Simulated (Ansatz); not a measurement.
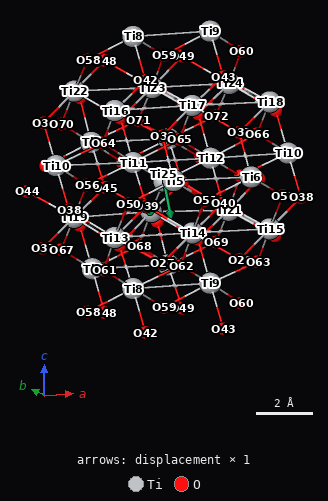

A relaxation of a defect cell of composition Ti$_{25}$O$_{47}$ (cell charge +2). The starting structure is drawn; green arrows show the displacements, at their true length.

A ball-and-stick model of the atoms within 5.8 Å of the atom that moves most (axes of the cell of the calculation, reduced to other axes (origin shifted)), seen slightly off an axis. Lengths and directions refer to the drawn axes.

The atoms of the start lie slightly off their symmetric places, so part of the fall in energy undoes that.

These are results of DFT, PBEsol, PAW, plane waves in Ansatz, not measurements. (plane-wave cutoff 420 eV; k-point mesh 1 × 1 × 1; mesh shifted by (0.25, 0.25, 0.25); collinear spin; atoms relaxed in a fixed cell; force threshold 0.03 eV/Å; at most 80 steps)

Q: Which element moves most?

A: Titanium: up to 1.57 Å, against 0.32 Å for oxygen.

Q: What did the optimiser do to the structure, and how much energy did it gain?

A: The atom that moves furthest is a Ti atom (1.57 Å along [0 −2 −3]). By element the largest moves are Ti 1.57 Å, O 0.32 Å. The cell stays as it was. Some distances before and after: O–Ti 3.336 → 1.907 Å, Ti–Ti 4.088 → 2.929 Å, Ti–Ti 4.038 → 2.918 Å, Ti–Ti 1.936 → 2.941 Å. New bonds form, among them: O–Ti (2.74 → 2.00 Å), O–Ti (2.75 → 2.02 Å), O–Ti (2.76 → 2.02 Å), O–Ti (2.83 → 2.00 Å). Bond angles that change, for instance: Ti–Ti–Ti 130.7° → 94.0°, Ti–Ti–Ti 98.5° → 65.6°, Ti–O–Ti 98.8° → 115.8°. Over 14 geometry steps the energy falls by 13.624 eV per cell of the calculation. The largest force component goes from 7.6 to 0.0098 eV/Å. Cost: 42 s on 1 × NVIDIA GB300 Max-Q with 8 threads of Arm Neoverse-V2, peak memory 2 GiB.

Limits of the set-up: the cell is charged, on a uniform background, and energies carry no finite-size correction.
